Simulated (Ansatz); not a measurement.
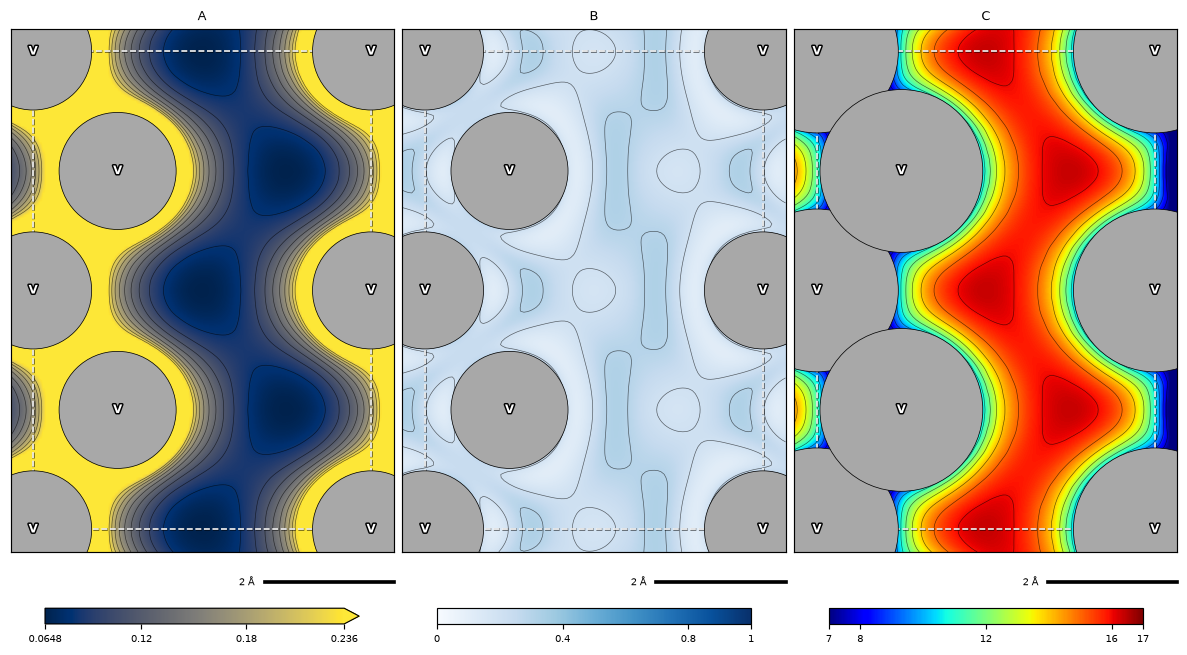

V: 3 fields on the (110) plane of the conventional cell, with unlabelled colour scales. Grey discs cover the atomic cores.

Space group Fd-3m; set up as V, diamond; a generated structure, not necessarily the stable one; changed on purpose from its base cell (volume × 1.0); computed without spin polarisation.

The calculation used DFT, r2SCAN, plane waves (500 eV) with PAW, scalar-relativistic (Ansatz 0.2.0).

### The panels show electron localisation function, electrostatic potential energy of an electron and valence pseudo-density in some order. Assign them.

Panel A: valence pseudo-density. Panel B: electron localisation function. Panel C: electrostatic potential energy of an electron (low next to the atoms, rising into the space between them).
